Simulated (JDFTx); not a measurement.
InAs

```
CELL_PARAMETERS angstrom
5.91278 0.00000 0.00000
0.00000 0.00000 -5.91278
0.00000 5.91278 0.00000
ATOMIC_POSITIONS crystal
In 0.50000 0.50000 0.00000
In 0.00000 0.50000 0.50000
In 0.00000 0.00000 0.00000
In 0.50000 0.00000 0.50000
As 0.75000 0.75000 0.25000
As 0.25000 0.75000 0.75000
As 0.25000 0.25000 0.25000
As 0.75000 0.25000 0.75000
```

Space group F-43m; computed pressure about 6 GPa in this cell.

Computed with JDFTx 1.7.0 (patched build), Kohn-Sham DFT of a periodic cell, PBEsol, PseudoDojo-SR-PBEsol-0.4.1-standard.

In a pseudopotential calculation such maps are meaningful between the atoms, not at the nuclei.

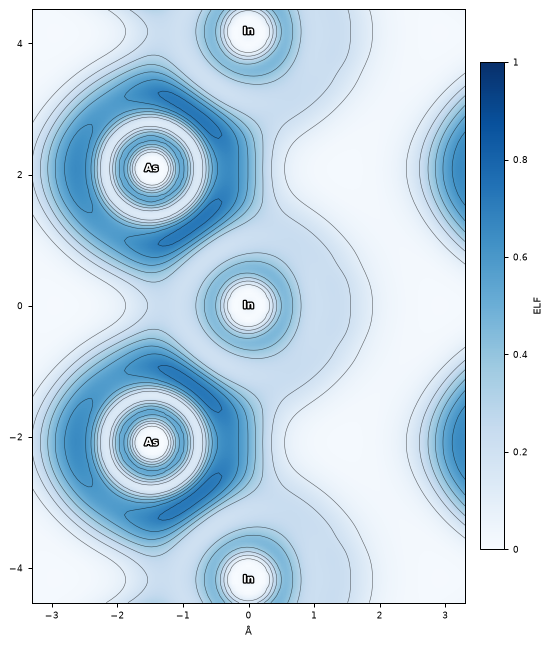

Figure 1. Electron localisation function on the (101) plane of the conventional cell.

Q: Describe what can be read from this map.

A:
- The section cuts through In and As sites.
- In–As (2.56 Å): the ELF peaks at about 0.75 between the atoms.

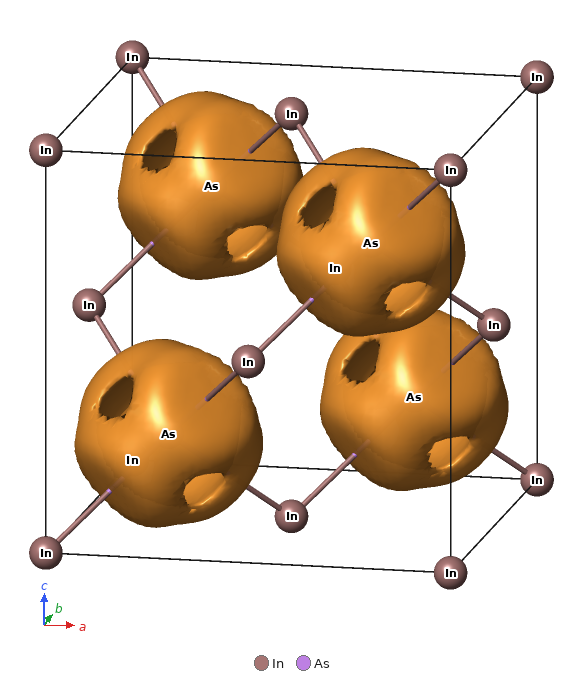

Figure 2. Isosurface of the ELF at 0.6 (orange), seen slightly off an axis. Only the valence region is drawn (cores and ρ < 0.01 e/Å³ removed). Sticks mark near contacts.

Q: Identify the bonds, lone pairs and shells in this picture.

A: At this value the surface marks out four regions on As in which the atom's valence shell and bonds are merged, counted in one cell of 8 atoms. Any copies at cell faces, edges or corners count once.
